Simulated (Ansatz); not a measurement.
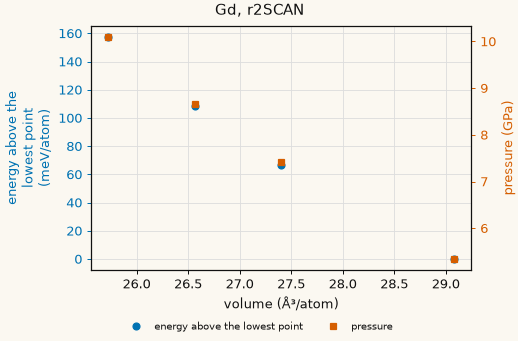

The plot gives the computed energy above the lowest point and pressure against volume for Gd, space group Fm-3m (No. 225) (one of a set of cubic test structures, which need not be the stable phase).

Calculation (Ansatz 0.2.0 development build): equation of state of a cubic crystal from periodic Kohn-Sham density functional theory without spin; pressure corrected for the finite basis. Level: r2SCAN.

- structure type: fcc
- atoms in cell: 1
- space group number: 225
- lattice centring: face-centred primitive
- k mesh: 12×12×12
- occupation method: Fermi–Dirac
- occupation width: 0.1 eV
- wave cutoff: 640 eV
- datasets: hand-made PAW
- density tolerance: 1e−09 eV
- bands: 16
- density cutoff ratio: 8
- search for lower states: default
- xc grid level: 2

The point at volume 28.24 Å³/atom is left out of the plot. What does the calculation give there?

```
volume (Å³/atom)  energy above the lowest point (meV/atom)  pressure (GPa)
           28.24                                        30           6.318
```

Keep in mind: cubic model structure, not the ambient form; modest k-mesh, values are not fully converged in k; open f shell treated without spin; open f shell, state may not be the lowest; the volumes run don't bracket the minimum of the energy, so any equilibrium value is extrapolated.
